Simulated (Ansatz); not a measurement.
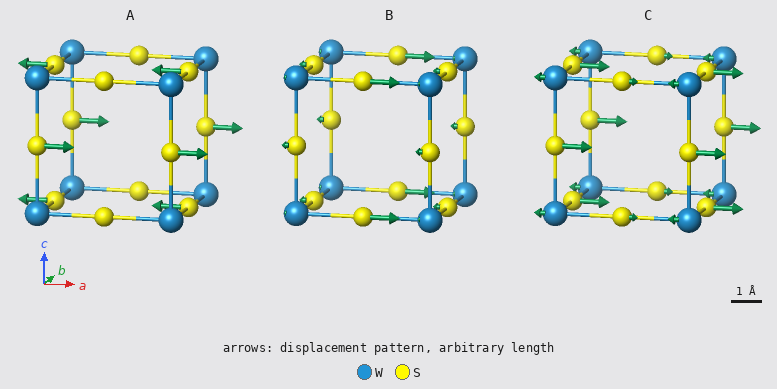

Modes of a crystal of WS3 (a generated structure), space group Pm-3m (No. 221), at the zone centre (one member of each degenerate set). The green arrows give the relative displacements of the atoms. The picture is a ball-and-stick view of the cell of the calculation, seen slightly off an axis.

Level of theory: DFT LDA, scalar-relativistic, plane waves, PAW (Ansatz).

The frequencies depend somewhat on the k-mesh and the smearing.

**Give the symmetry species and the selection rules of each.**

A is T₂u, silent by symmetry (neither infrared- nor Raman-active) (116 cm⁻¹). B is T₁u, infrared-active by symmetry (401 cm⁻¹). C is T₁u, infrared-active by symmetry (95 cm⁻¹). The crystal has a centre of inversion, so no mode is both. In a metal the free carriers screen the infrared response.
